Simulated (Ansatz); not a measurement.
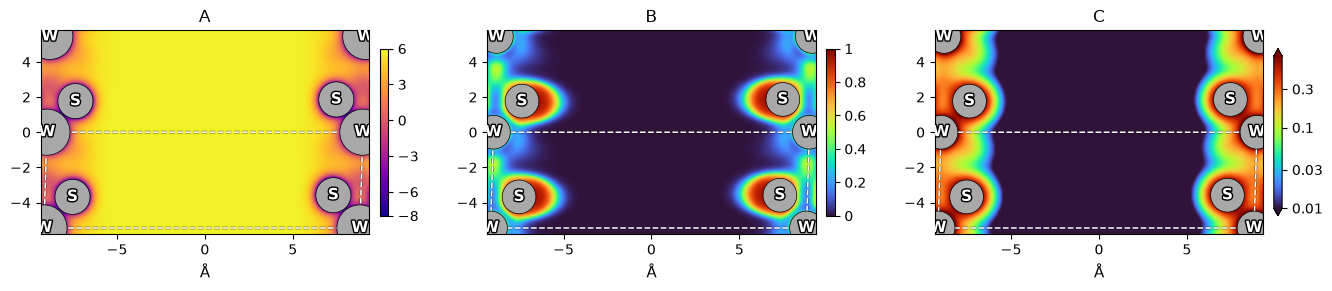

WS$_{2}$: 3 fields on the (11̄0) plane of the conventional cell, with unlabelled colour scales. Grey discs cover the atomic cores.

Space group P1; a structure from a database of computed crystals, not necessarily the ambient phase; changed on purpose from its base cell (all atoms moved at random, sigma 0.1 A a component, cell strained at random, sigma 0.03; relaxed back).

Theory: DFT PBEsol, scalar-relativistic, plane waves, PAW (Ansatz 0.2.0).

The panels show electron localisation function, electrostatic potential energy of an electron and valence pseudo-density in some order. Assign them.

Panel A: electrostatic potential energy of an electron (low next to the atoms, rising into the space between them). Panel B: electron localisation function. Panel C: valence pseudo-density.
